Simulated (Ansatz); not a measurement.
Zn₄HSe₄ (cell charge +1, with a compensating background) (distorted or defective cell)

The calculation's input:

```
crystal:
  lattice:
    - [-4.0256375597, -4.0256375597, 0.0]
    - [-4.0256375597, 4.0256375597, 0.0]
    - [4.0256375597, 0.0, -5.5406228226]
  atoms:
    - { symbol: Zn, position: [0.5, 0.5, 0.0] }
    - { symbol: Zn, position: [0.0, 0.0, 0.0] }
    - { symbol: Zn, position: [0.0, 0.5, 0.0] }
    - { symbol: Zn, position: [0.5, 0.0, 0.0] }
    - { symbol: Se, position: [0.1161581573, 0.6161581573, 0.7323163146] }
    - { symbol: Se, position: [0.6161581573, 0.1161581573, 0.7323163146] }
    - { symbol: Se, position: [0.8838418427, 0.8838418427, 0.2676836854] }
    - { symbol: Se, position: [0.3838418427, 0.3838418427, 0.2676836854] }
    - { symbol: H, position: [0.1249704377, 0.1249704377, -0.253063887] }
total_charge: 1
basis:
  ecutwfc: 420
kpoints:
  mp_grid: { grid: [6, 6, 6] }
hamiltonian:
  xc: pbesol
  pseudopotentials: { kind: paw, azcp: { folder: soft_1 } }
scf:
  occupations: { method: gaussian, width: 0.05 }
output:
  forces: true
  stress: true
  eigenvalues: true
  write_density: true
  write_potential: true
  elf: true
  volumetric_format: npy
```

Run with:

```sh
ansatz run input.yaml --threads 4 --pin off --max-ram 8192MiB --backend cpu --events-out ev --progress --plain --runs-dir out
```

A point of a scan over the structure, not its minimum; not relaxed (largest force 0.5 eV/Å); PAW files of the earlier set (soft_1).

The calculation used Ansatz, DFT PBEsol, scalar-relativistic, plane waves, PAW.

In a PAW calculation such maps are meaningful between the atoms, not at the nuclei.

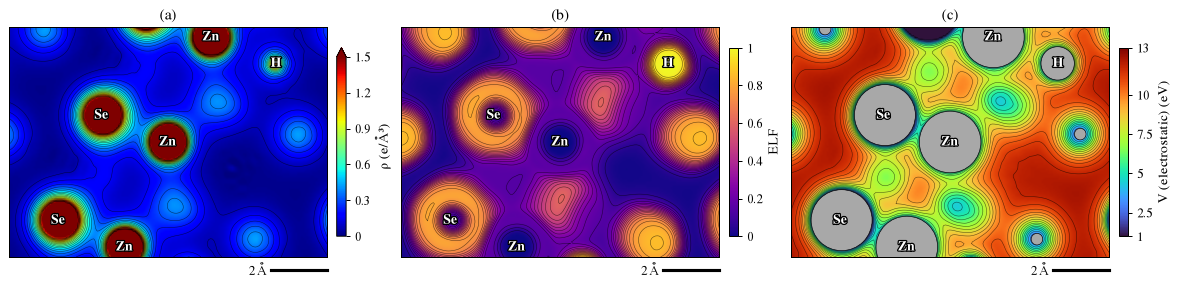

Figure 1. (a) valence electron density; (b) ELF; (c) electrostatic potential (local pseudopotential plus Hartree) felt by an electron on the (111) plane of the calculation cell. Grey discs cover the atomic cores in the potential map.

**Interpret the plot.**

The section cuts through Zn, Se and H sites.
Zn–H (2.46 Å): the density is about 0.16 e/Å³ at the midpoint; the ELF climbs to about 1 towards the hydrogen.
Zn–Se (2.50 Å): ρ is about 0.41 e/Å³ halfway; the ELF is about 0.55 at the midpoint.
The density dies away to nearly zero in the voids.
Outside the cores the potential energy rises away from the atoms and is highest about 2.3 Å from the nearest atoms; its zero is arbitrary.

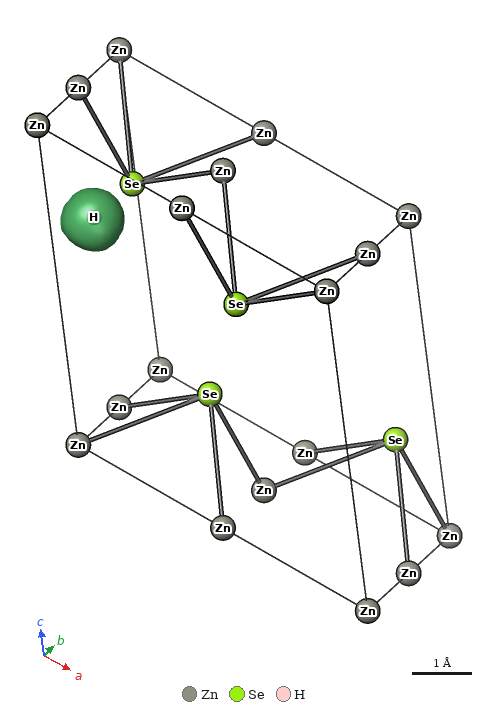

Figure 2. Isosurface of the electron localisation function at 0.9 (green), seen slightly off an axis. Only the valence region is drawn (cores and ρ < 0.01 e/Å³ removed). Sticks mark near contacts.

**Where are the electrons localised?**

At this value the surface marks out one region around a hydrogen nucleus, counted in one cell of 9 atoms. Any copies at cell faces, edges or corners count once. Profiles from the grid: Zn–H (2.44 Å): the ELF climbs to about 1 towards the hydrogen.

**Does the calculation make it a metal, or give it a gap?**

It is metallic or semimetallic at this level of theory: no gap opens.
